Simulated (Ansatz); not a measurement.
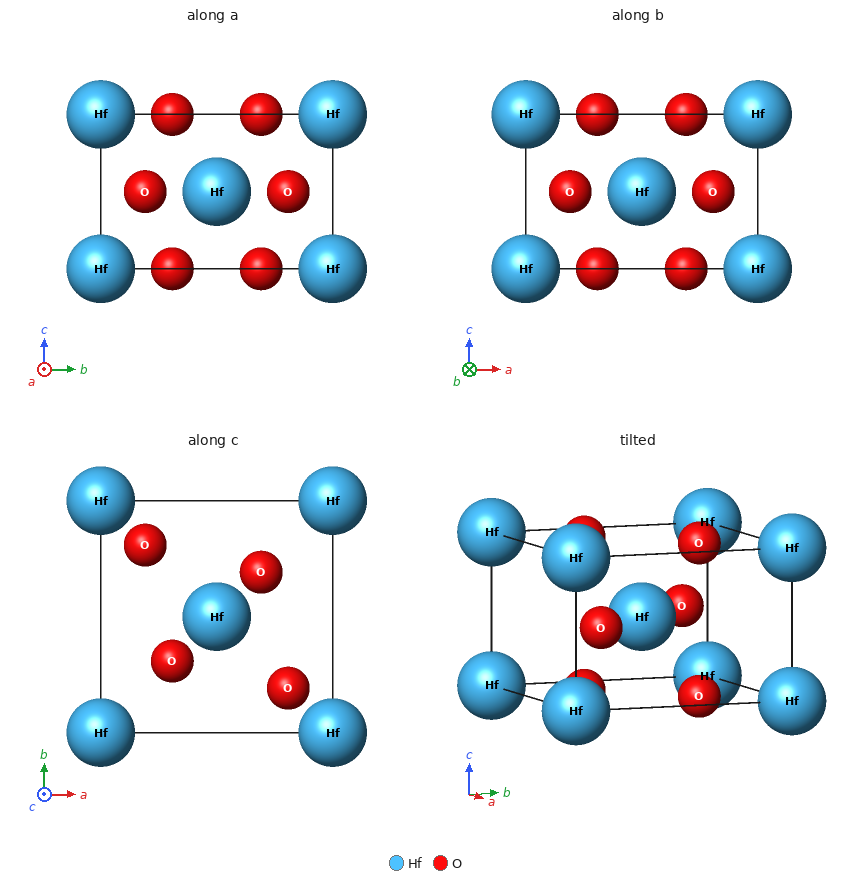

Crystal structure, spheres-only style, seen along the a axis, along the b axis, along the c axis and slightly off an axis. One conventional unit cell is outlined, and atoms on its boundary appear in each equivalent place.

Lattice parameters: a = 5.0318 Å, b = 5.0318 Å, c = 3.3488 Å, α = 90.000°, β = 90.000°, γ = 90.000°.

### Write down what is shown as a CIF in P1 with every atom of the cell, with free fractional coordinates to two decimals.

```cif
data_structure
_symmetry_space_group_name_H-M 'P 1'
_symmetry_Int_Tables_number 1
_cell_length_a 5.0318
_cell_length_b 5.0318
_cell_length_c 3.3488
_cell_angle_alpha 90.000
_cell_angle_beta 90.000
_cell_angle_gamma 90.000
_cell_volume 84.79
loop_
_atom_site_label
_atom_site_type_symbol
_atom_site_fract_x
_atom_site_fract_y
_atom_site_fract_z
_atom_site_occupancy
Hf1 Hf 0.00 0.00 0.00 1
Hf2 Hf 0.50 0.50 0.50 1
O1 O 0.31 0.31 0.00 1
O2 O 0.19 0.81 0.50 1
O3 O 0.81 0.19 0.50 1
O4 O 0.69 0.69 0.00 1
```

The initial geometry was a structure type filled with these elements by a generator (whether the compound takes this form wasn't checked). The cell was then strained or its atoms displaced on purpose. It was the input of a calculation with Ansatz.

At this level of theory the run's own cell isn't at rest (stretched, at -16 GPa), so its distances can differ from those at equilibrium, the more so the softer the solid.
